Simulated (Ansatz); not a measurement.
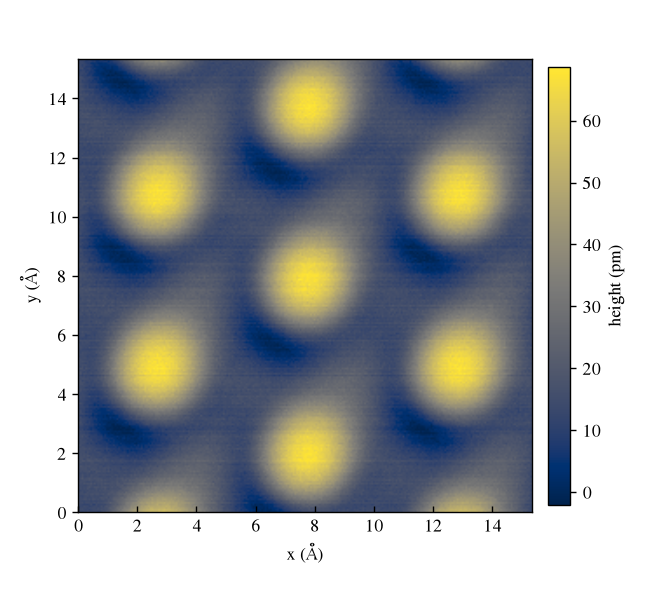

Simulated STM image (constant-current image at a set point of 4.4 × 10⁻⁷ e/Å³, sample bias −0.50 V). Noise was added.

Tersoff–Hamann simulation (s-wave tip); biases are sample biases. Bias windows are sharp sums over the levels of the k mesh.

### Give the periodicity of the image.

The pattern repeats on a hexagonal lattice with shortest vectors of 5.9 Å at 60° (or 120°), a cell of 30.1 Å².

The surface:

Ti(001) (P6_3/mmc bulk, 4 atomic planes (those closer than 0.6 Å count as one), 7 Å) with one adsorbed Se in a 2 × 2 cell. The brightest spots lie over the adsorbed Se atom; the darkest points are over some of the top Ti atoms away from the adsorbate.

The calculation used DFT PBE, scalar-relativistic, plane waves, PAW in Ansatz. Cutoff 420 eV, 12 × 12 k-points, Gaussian smearing 0.1 eV, dipole correction. The slab is a cut without reconstruction beyond its cell, at the source's lattice constants, with its lower half held fixed and the rest relaxed. The adsorbates repeat every 5.9 Å and interact, so states at the Fermi level and the work function belong to this dense array. The adsorbate kept the symmetry of its starting site, so it may sit on a saddle point. Collinear spin, net moment 4.4 μB a cell; a moment pointing down, so that the spin-up states are the minority; the stability of this spin state wasn't checked. No Hubbard term, so a correlated insulator may come out metallic. The run warns that the functional's potential is rough in the thin density of the vacuum, where the tip is; weak contrasts and barriers may feel it.
